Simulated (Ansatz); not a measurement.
Given this structure:

```xyz
24
Lattice="4.7067 0.0000 0.0000 0.0000 7.9790 0.0000 0.0000 0.0000 8.7829" Properties=species:S:1:pos:R:3 pbc="T T T"
Al    3.5300    4.6202    6.5872
Al    3.5300    7.3483    6.5872
Al    2.3534    5.3536    4.3915
Al    2.3534    2.6255    4.3915
Ru    3.5300    1.9948    6.5872
Ru    2.3534    0.0000    4.3915
Al    3.5300    0.6307    2.1957
Al    3.5300    3.3588    2.1957
Al    2.3534    1.3640    0.0000
Al    2.3534    6.6150    0.0000
Ru    3.5300    5.9843    2.1957
Ru    2.3534    3.9895    0.0000
Al    1.1767    4.6202    2.1957
Al    1.1767    7.3483    2.1957
Al    0.0000    5.3536    0.0000
Al    0.0000    2.6255    0.0000
Ru    1.1767    1.9948    2.1957
Ru    0.0000    0.0000    0.0000
Al    1.1767    0.6307    6.5872
Al    1.1767    3.3588    6.5872
Al    0.0000    1.3640    4.3915
Al    0.0000    6.6150    4.3915
Ru    1.1767    5.9843    6.5872
Ru    0.0000    3.9895    4.3915
```

Interpret the file: composition, symmetry and coordination.

This is Al₂Ru. The structure has Fddd (No. 70) symmetry and a face-centred orthorhombic lattice. The cell has 24 atoms, namely 16 Al, 8 Ru. The neighbours of Al are five Al and five Ru (2.60 to 2.73 Å to Al, 2.57 to 2.72 Å to Ru). Each Ru atom is coordinated by ten Al at 2.57 to 2.72 Å. Not all metal-metal contacts are counted. The bonds build a three-dimensional framework.

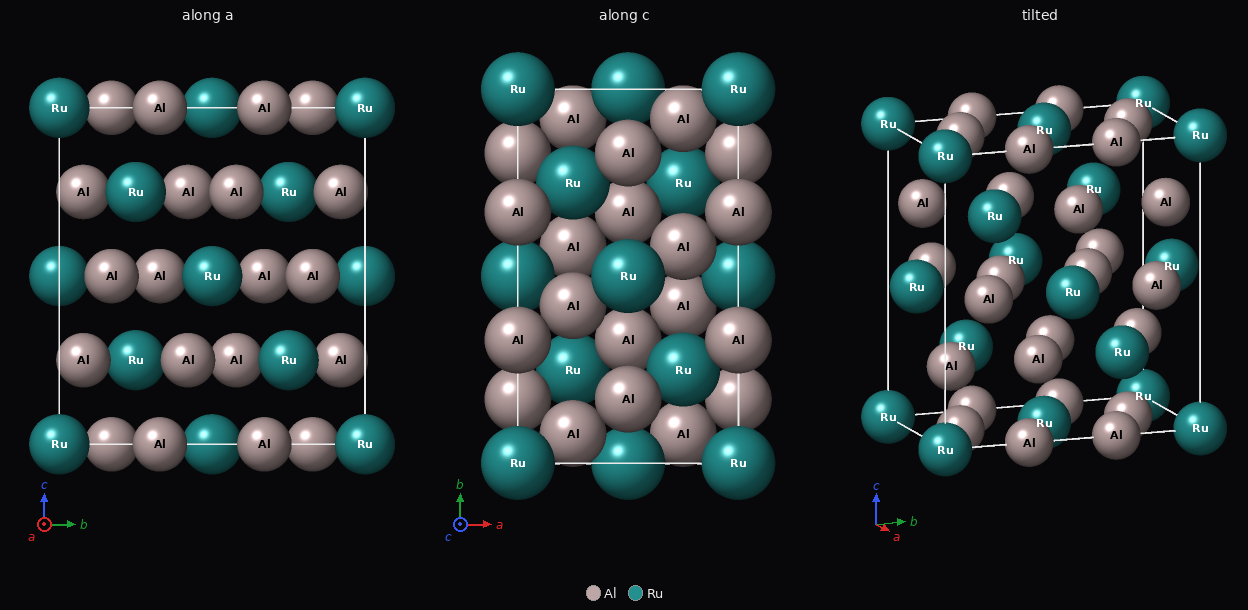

The crystal in a spheres-only representation, seen along the a axis, along the c axis and slightly off an axis. The lines enclose the conventional unit cell; boundary atoms appear with their images. Colours: aluminium light grey, ruthenium teal.

The model was built from a structure listed in the Materials Project. Earlier steps of the study may have refined or changed the cell and positions. It went into a calculation with Ansatz.
